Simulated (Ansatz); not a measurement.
# Run report: AlN, geometry relaxation (part 2 of 3)

AlN (slab, 16 atoms in the cell); DFT PBEsol, scalar-relativistic, plane waves, PAW, no spin polarisation (Ansatz 0.2.0); cutoff 420 eV, 5×9×1 k-mesh, Gaussian smearing of 0.05 eV. The structure derives from an entry of the Crystallography Open Database. The input holds or restrains some coordinates. Forces given for the steps count only the free coordinates. It belongs to a series of runs on one base structure; here: upper atoms moved at random (sigma 0.25 Å), then relaxed.

Geometry of the input (Å; fractional positions):
```
6.2274  0.0000  0.0000
-1.5568  2.6965  0.0000
0.0000  0.0000  23.0632
N  0.1667  0.6667  0.3252
N  0.6667  0.6667  0.3252
Al 0.3333  0.3333  0.3507
Al 0.8333  0.3333  0.3507
N  0.3333  0.3333  0.4332
N  0.8333  0.3333  0.4332
Al 0.1667  0.6667  0.4587
Al 0.6667  0.6667  0.4587
N  0.1613  0.6479  0.5427
N  0.6597  0.6446  0.5442
Al 0.3362  0.3365  0.5616
Al 0.8270  0.3258  0.5625
N  0.4377  0.3826  0.6516
N  0.8467  0.3603  0.6523
Al 0.2156  0.6999  0.6585
Al 0.6643  0.6143  0.6623
```

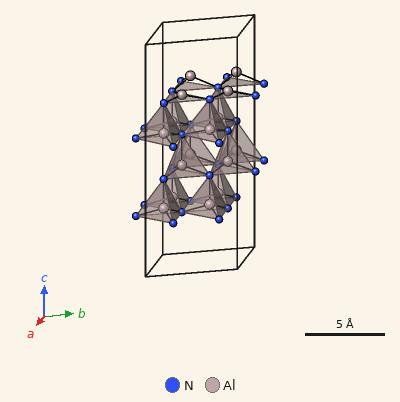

Fig. 1: The geometry at step 6 of the log (polyhedral view of the 1 × 2 repeat of the cell, with the vacuum cut short, seen slightly off an axis; polyhedra are completed across the faces of the cell).

Output, continued:
```
relax step   4: F+E_penalty+E_count = -7239.59042083 eV  Δ(F+E_penalty+E_count) = -6.977e-1 eV  max|allowed force component| = 1.601e0 eV/Å  Δτ_max = 0.1923 Å  (10 SCF iters, dr2 threshold 1.00e-4 eV, accepted)
efield: sawtooth ramp at fractional position 0.9737 (handed on by an earlier solve), width 0.0400; the density the first Hamiltonian is built on has a dipole p = 0.337 e·Å; the dipole correction subtracts the counter field D = 1.58e-1 V/Å, which shifts the + side's vacuum level by -3.64 eV against the − side's; the planar-averaged density in the ramp window peaks in size at 3.2e-6 e/Å³
preconditioner: auto → LDOS  [metal: Δε(μ)=0.027 eV  Ē_g=11.567 eV  σ=0.050 eV  W_gap=0.28  n_scr=42 (ndim 8)  ℏωp=15.1 eV  f_vac=0.486  D(μ)=8.82/eV (n_scr^D=42)  β→1.0]
SCF 5 converged in 7 iterations: F = -7239.674590 eV  dr2 = 2.45e-5
relax step   5: F+E_penalty+E_count = -7239.67458973 eV  Δ(F+E_penalty+E_count) = -8.417e-2 eV  max|allowed force component| = 2.252e-1 eV/Å  Δτ_max = 0.0606 Å  (7 SCF iters, dr2 threshold 1.00e-4 eV, accepted)
efield: sawtooth ramp at fractional position 0.9737 (handed on by an earlier solve), width 0.0400; the density the first Hamiltonian is built on has a dipole p = 0.331 e·Å; the dipole correction subtracts the counter field D = 1.54e-1 V/Å, which shifts the + side's vacuum level by -3.56 eV against the − side's; the planar-averaged density in the ramp window peaks in size at 3.1e-6 e/Å³
preconditioner: auto → LDOS  [metal: Δε(μ)=0.018 eV  Ē_g=11.580 eV  σ=0.050 eV  W_gap=0.20  n_scr=42 (ndim 8)  ℏωp=15.1 eV  f_vac=0.487  D(μ)=10.34/eV (n_scr^D=56)  β→1.0]
SCF 6 converged in 7 iterations: F = -7239.676548 eV  dr2 = 2.72e-6
relax step   6: F+E_penalty+E_count = -7239.67654757 eV  Δ(F+E_penalty+E_count) = -1.958e-3 eV  max|allowed force component| = 1.860e-1 eV/Å  Δτ_max = 0.0349 Å  (7 SCF iters, dr2 threshold 3.17e-6 eV, accepted)
efield: sawtooth ramp at fractional position 0.9737 (handed on by an earlier solve), width 0.0400; the density the first Hamiltonian is built on has a dipole p = 0.331 e·Å; the dipole correction subtracts the counter field D = 1.55e-1 V/Å, which shifts the + side's vacuum level by -3.57 eV against the − side's; the planar-averaged density in the ramp window peaks in size at 3.9e-6 e/Å³
preconditioner: auto → LDOS  [metal: Δε(μ)=0.022 eV  Ē_g=11.581 eV  σ=0.050 eV  W_gap=0.24  n_scr=42 (ndim 8)  ℏωp=15.1 eV  f_vac=0.486  D(μ)=10.21/eV (n_scr^D=56)  β→1.0]
SCF 7 converged in 6 iterations: F = -7239.678302 eV  dr2 = 1.73e-6
relax step   7: F+E_penalty+E_count = -7239.67830155 eV  Δ(F+E_penalty+E_count) = -1.754e-3 eV  max|allowed force component| = 6.078e-2 eV/Å  Δτ_max = 0.0313 Å  (6 SCF iters, dr2 threshold 2.16e-6 eV, accepted)
SCF iter   1: F=—  HF=-7239.680111 eV  |F-HF|=—  |Δ(HF+E_count)|=         —  Δρ=7.71e-4  dr2=3.95e-3  ethr=4.02e-5  p=0.332 e·Å  D=1.55e-1 V/Å  ΔV_dip=-3.57 eV  dr2_dipole=1.07e-3  V_vac-E_F(+/−)=4.21/7.78 eV  ⟨swp⟩=2.6  Hψ=2408  notcnv=0  defer=199
efield: sawtooth ramp at fractional position 0.9737 (handed on by an earlier solve), width 0.0400; the density the first Hamiltonian is built on has a dipole p = 0.332 e·Å; the dipole correction subtracts the counter field D = 1.55e-1 V/Å, which shifts the + side's vacuum level by -3.57 eV against the − side's; the planar-averaged density in the ramp window peaks in size at 3.7e-6 e/Å³
preconditioner: auto → LDOS  [metal: Δε(μ)=0.022 eV  Ē_g=11.575 eV  σ=0.050 eV  W_gap=0.25  n_scr=42 (ndim 8)  ℏωp=15.1 eV  f_vac=0.486  D(μ)=10.13/eV (n_scr^D=50)  β→1.0]
SCF iter   2: F=—  HF=-7239.679398 eV  |F-HF|=—  |Δ(HF+E_count)|=   7.13e-4  Δρ=4.10e-4  dr2=7.35e-4  ethr=6.17e-6  p=0.331 e·Å  D=1.55e-1 V/Å  ΔV_dip=-3.57 eV  dr2_dipole=3.31e-5  V_vac-E_F(+/−)=4.21/7.78 eV  ⟨swp⟩=2.0  Hψ=1917  notcnv=0  defer=199
SCF iter   3: F=—  HF=-7239.679199 eV  |F-HF|=—  |Δ(HF+E_count)|=   1.99e-4  Δρ=1.44e-4  dr2=1.30e-4  ethr=1.15e-6  p=0.331 e·Å  D=1.55e-1 V/Å  ΔV_dip=-3.57 eV  dr2_dipole=2.24e-5  V_vac-E_F(+/−)=4.21/7.78 eV  ⟨swp⟩=3.0  Hψ=1930  notcnv=0  defer=199
SCF iter   4: F=—  HF=-7239.679183 eV  |F-HF|=—  |Δ(HF+E_count)|=   1.64e-5  Δρ=3.97e-5  dr2=1.67e-5  ethr=2.02e-7  p=0.331 e·Å  D=1.55e-1 V/Å  ΔV_dip=-3.57 eV  dr2_dipole=3.62e-6  V_vac-E_F(+/−)=4.21/7.78 eV  ⟨swp⟩=2.2  Hψ=1512  notcnv=0  defer=199
SCF iter   5: F=—  HF=-7239.679099 eV  |F-HF|=—  |Δ(HF+E_count)|=   8.38e-5  Δρ=2.01e-5  dr2=4.86e-6  ethr=2.62e-8  p=0.331 e·Å  D=1.55e-1 V/Å  ΔV_dip=-3.57 eV  dr2_dipole=5.20e-7  V_vac-E_F(+/−)=4.21/7.78 eV  ⟨swp⟩=2.1  Hψ=1586  notcnv=0  defer=199
SCF iter   6: F=—  HF=-7239.679101 eV  |F-HF|=—  |Δ(HF+E_count)|=   1.72e-6  Δρ=1.25e-5  dr2=1.77e-6  ethr=7.59e-9  p=0.331 e·Å  D=1.55e-1 V/Å  ΔV_dip=-3.57 eV  dr2_dipole=2.07e-8  V_vac-E_F(+/−)=4.21/7.78 eV  ⟨swp⟩=2.2  Hψ=1498  notcnv=0  defer=199
SCF iter   7: F=—  HF=-7239.679101 eV  |F-HF|=—  |Δ(HF+E_count)|=   3.60e-7  Δρ=8.01e-6  dr2=6.16e-7  ethr=2.76e-9  p=0.331 e·Å  D=1.55e-1 V/Å  ΔV_dip=-3.57 eV  dr2_dipole=9.90e-9  V_vac-E_F(+/−)=4.21/7.78 eV  ⟨swp⟩=2.4  Hψ=1418  notcnv=0  defer=199
SCF iter   8: F=—  HF=-7239.679101 eV  |F-HF|=—  |Δ(HF+E_count)|=   7.26e-8  Δρ=4.50e-6  dr2=1.25e-7  ethr=9.63e-10  p=0.331 e·Å  D=1.55e-1 V/Å  ΔV_dip=-3.57 eV  dr2_dipole=3.06e-9  V_vac-E_F(+/−)=4.21/7.78 eV  ⟨swp⟩=2.3  Hψ=1399  notcnv=0  defer=199
SCF iter   9: F=-7239.679101 eV  HF=-7239.679101 eV  |F-HF|=9.19e-8  |Δ(HF+E_count)|=   6.84e-8  Δρ=2.78e-6  dr2=3.75e-8  ethr=1.56e-10  p=0.331 e·Å  D=1.55e-1 V/Å  ΔV_dip=-3.57 eV  dr2_dipole=1.31e-9  V_vac-E_F(+/−)=4.21/7.78 eV  ⟨swp⟩=21.3  Hψ=10331  notcnv=0
SCF 8 converged in 9 iterations: F = -7239.679101 eV  dr2 = 3.75e-8
relax step   8: F+E_penalty+E_count = -7239.67910134 eV  Δ(F+E_penalty+E_count) = -7.998e-4 eV  max|allowed force component| = 1.095e-2 eV/Å  Δτ_max = 0.0151 Å  (9 SCF iters, accepted)
```

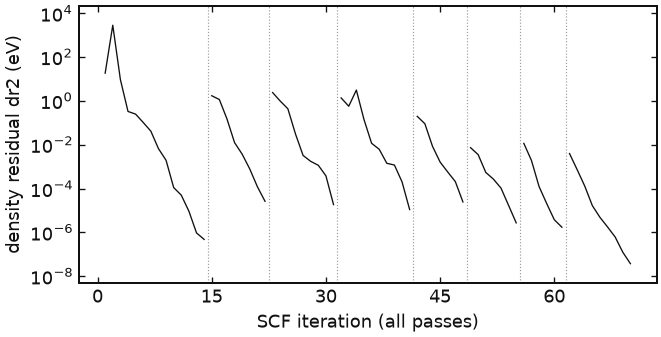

Fig. 2: Convergence of the self-consistent field: density residual dr2 against the SCF iteration. The dotted lines part the SCF passes of the relaxation: geometry steps, rejected trials and re-solves on a re-selected basis. The 8 passes take 6 to 14 iterations each, 70 in all.

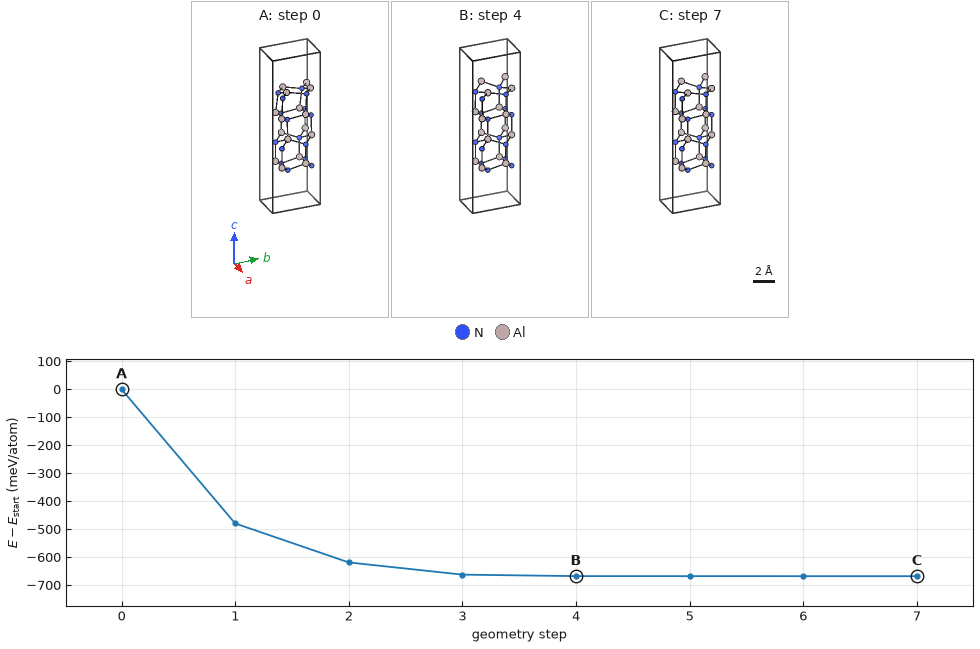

Fig. 3: Frames of the restrained relaxation (ball-and-stick view of the 1 × 2 repeat of the cell, with the vacuum cut short (origin shifted), seen slightly off an axis) above the curves, on which the letters mark them (the first geometry is step 0 here and step 1 in the log).

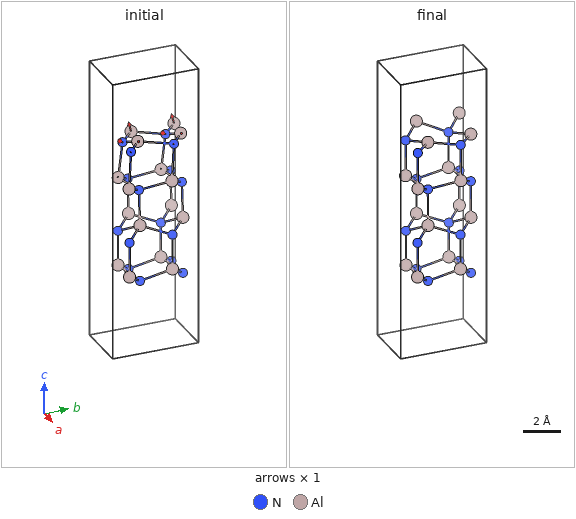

Fig. 4: Before (left) and after (right) the restrained relaxation, at one scale (ball-and-stick view of the 1 × 2 repeat of the cell, with the vacuum cut short (origin shifted), seen slightly off an axis). The red arrows give the displacements, at true length. After 7 geometry steps the energy has fallen by 668 meV per atom. The largest force component goes from 45 to 0.011 eV/Å. The largest move is that of N13, 0.62 Å. By element the largest moves are N 0.62 Å, Al 0.59 Å. The lattice vectors keep their values. Among the contacts that change: N13–Al16 1.247 → 1.826 Å, N14–Al16 2.025 → 1.827 Å, Al11–N13 2.153 → 1.966 Å, N13–Al15 2.069 → 1.920 Å. Among the angles that change: Al11–N13–Al15 82.1° → 111.1°, Al11–N13–Al15 88.9° → 111.1°, N13–Al15–N14 127.5° → 106.7°. (Atoms are counted from 1 in the order of the input.)

```
WARN: The output density's exchange-correlation potential varies sharply where the density is thin. Do not read a vacuum level from v_tot or v_xc, or from such a field of the output density. On a cell that repeats whose density bears no net charge and no dipole along the vacuum's axis use v_es (v_loc + v_h of the components); under efield.dipole_correction with no amplitude use v_es + v_field, which holds any external_charges[].barrier, or the levels of the report's work_function block, which leave it out; under a non-zero efield.amplitude the vacuum is tilted and has no level; on a cell that repeats and bears such a dipole with no correction it is tilted too, and efield.dipole_correction with no amplitude gives each side of its ramp a level where efield: is served; in a cell that repeats whose density bears a net charge (total_charge, or a fill off its count) it is curved and has none; of a slab under crystal.periodic whose density bears no net charge use v_es, which has a level on each side, short of where the two are joined; of another it falls or rises all the way out and has none; of a slab beside external_charges read slab_vacuum_level instead, which it has where they leave it neutral. The grid or the basis barely resolves most such structure, and the values can differ between equally converged runs; as a rule a tighter scf.convergence.dr2_threshold does not remove it. Where the density itself ripples (under the LDA too) a higher basis.ecutwfc lessens it. The files hold the spikes' plane waves up to the density's cutoff. Files: v_tot_of_output_density and the like, and their columns of v_z.tsv (output.write_potential); v_xc_of_output_density and the like, and their columns of v_comp_z.tsv (output.write_potential_components). Measured: with its Gaussian average of σ = 0.25 Å subtracted twice, the exchange-correlation potential is over 0.1 eV at 76 of the grid points where the equally averaged density (valence and model cores) is under 1e-3 e/Å³, and 0.265 eV at the most among them, at an averaged density of 3.6e-7 e/Å³. The input density's (outcome.potential() and, of a run that writes arrays, v_tot and v_xc) is over 0.1 eV, so measured, at 525 points of its own thin density, 0.247 eV at the most. See output.write_potential in the manual, Limitations
SCF converged after 9 iterations
Free energy (F): -7239.679101 eV
Harris-Foulkes:  -7239.679101 eV  (|F-HF|=9.19e-8)
Internal energy: -7239.666345 eV  (E = F + TS)
E sigma→0 (E₀):  -7239.672723 eV
Entropy (-TS):   -0.012756 eV (-0.797 meV/atom)
Fermi energy:    0.506447 eV
Dipole field:    D = 0.154611 V/Å  (p = 0.330912 e·Å, saw-weighted, corrected)
Work function:   Φ+ = 4.2134 eV   Φ− = 7.7793 eV
Levels:          The Fermi level and band energies are counted from a zero that moves with the ramp; work functions are not
--- Per-component energies (eV) ---
  E_band       = -410.749200
  E_kinetic    = 1256.310475
  E_local      = -29804.242248  (includes V_loc(G=0)·N_el)
  E_nonlocal   = 447.137969
  E_hartree    = 14362.960684
  E_xc         = -798.643129
  E_vxc        = -850.530915  (∫ρ·V_xc dr)
  E_paw        = -4620.355214  (= ΣΔE_a)
  E_vpaw       = -184.710117  (= ΣTr[D̂ρ^β])
  E_aug_tail   = 0.000736  (compensation charges beyond the density's cutoff)
  E_efield     = 0.025581  (sawtooth field / dipole correction)
  E_vefield    = -0.635092  (∫n·V_field dr)
  E_ewald      = 11916.760899
  E_core_change = 0.377903  (= ΣΔE_core)
  E_smearing   = -0.012756  (= −TS)
  E_closure    = -0.000000  (closes the sum)
  Σ components = -7239.679101   (vs F -7239.679101, Δ=0.00e0)
--- Forces (eV/Å), atoms counted from 1 ---
  atom   1  N     -0.01693061    -0.01110243     2.02132206
  atom   2  N      0.01559083     0.00756215     2.02522973
  atom   3  Al     0.01181322     0.00625302    -2.64055617
  atom   4  Al    -0.00893277    -0.00573802    -2.73370961
  atom   5  N      0.05066029     0.03091995     2.01888316
  atom   6  N     -0.05323466    -0.02947800     2.25332696
  atom   7  Al     0.13235540     0.07694333    -1.55683148
  atom   8  Al    -0.13735168    -0.07905438    -1.38775902
  atom   9  N     -0.00655257    -0.00373300     0.00167387
  atom  10  N      0.00499588     0.00271886    -0.00047430
  atom  11  Al     0.00416555     0.00231771     0.00667193
  atom  12  Al    -0.00239277    -0.00132483    -0.00707134
  atom  13  N      0.00112160     0.00162290    -0.01094505
  atom  14  N      0.00390269     0.00219845     0.00526297
  atom  15  Al     0.00020146    -0.00033146     0.00145847
  atom  16  Al     0.00055981     0.00020997     0.00368135
  max |Σ_I F_I| component: 1.64e-4 eV/Å
--- Band table (eV; the first three rows and the last of 23) ---
  k-point 0: bands = ["-17.4338", "-16.3169", "-15.6076", "-15.1668", "-15.0709", "-13.7712", "-12.6289", "-11.4152", "-8.2984", "-7.7316", "-7.4752", "-6.2395", "-5.5855", "-5.0703", "-4.6636", "-4.1527", "-3.9503", "-3.8385", "-3.5082", "-3.4376", "-3.3615", "-3.0494", "-3.0293", "-2.4193", "-2.3782", "-1.5416", "-1.5387", "-0.5509", "-0.1554", "-0.0179", "0.3426", "0.6236", "0.6241", "1.5925", "2.8450", "2.9190", "3.6445", "4.0237", "4.1661", "4.8716", "5.0485", "5.6362", "6.1620", "6.6131", "6.9831", "7.3051", "7.6955", "8.0871"]
  k-point 1: bands = ["-17.2849", "-16.1943", "-15.6327", "-15.1488", "-14.9545", "-13.7772", "-12.5079", "-11.4181", "-8.0727", "-7.5408", "-7.2922", "-6.0875", "-5.5959", "-5.1902", "-5.0795", "-4.3680", "-4.1374", "-3.9019", "-3.8029", "-3.7282", "-3.5597", "-3.2166", "-3.1264", "-2.8706", "-2.2731", "-2.1832", "-1.6580", "-0.5573", "-0.2271", "-0.0673", "0.1635", "0.4330", "0.5224", "1.7529", "3.2573", "3.3941", "4.0567", "4.3552", "4.4432", "5.1703", "5.5181", "5.9424", "6.5201", "6.7101", "6.9859", "7.2978", "7.3450", "7.7496"]
  k-point 2: bands = ["-16.8677", "-15.8775", "-15.6461", "-15.1342", "-14.6149", "-13.7845", "-12.1800", "-11.4222", "-7.5622", "-7.1710", "-6.9525", "-6.3006", "-5.9674", "-5.4855", "-5.3253", "-5.1073", "-4.8711", "-4.4121", "-4.0130", "-3.8736", "-3.7536", "-3.5916", "-3.3932", "-3.3036", "-2.8979", "-2.0917", "-1.9342", "-1.1958", "-1.1734", "0.1688", "0.2790", "0.3554", "0.5284", "1.9685", "3.7468", "3.9665", "4.5857", "4.7020", "5.0506", "5.3427", "5.8354", "6.1366", "6.4263", "6.8096", "6.9558", "7.1327", "7.3584", "7.4547"]
  k-point 22: bands = ["-17.0876", "-16.0893", "-15.9449", "-15.3060", "-14.7885", "-14.0184", "-12.3436", "-11.6328", "-7.6112", "-7.1834", "-6.9470", "-6.0799", "-5.6711", "-5.1852", "-4.9743", "-4.7186", "-4.2512", "-4.1740", "-3.8459", "-3.7345", "-3.4468", "-3.3622", "-3.2609", "-2.7460", "-2.6529", "-2.0465", "-1.8844", "-0.6211", "-0.4019", "0.0334", "0.1673", "0.3425", "0.3946", "1.5255", "3.5880", "3.8176", "4.4127", "4.6983", "4.9172", "5.3853", "5.9472", "6.2557", "6.5283", "6.7112", "6.7856", "7.0503", "7.3301", "7.4032"]
```
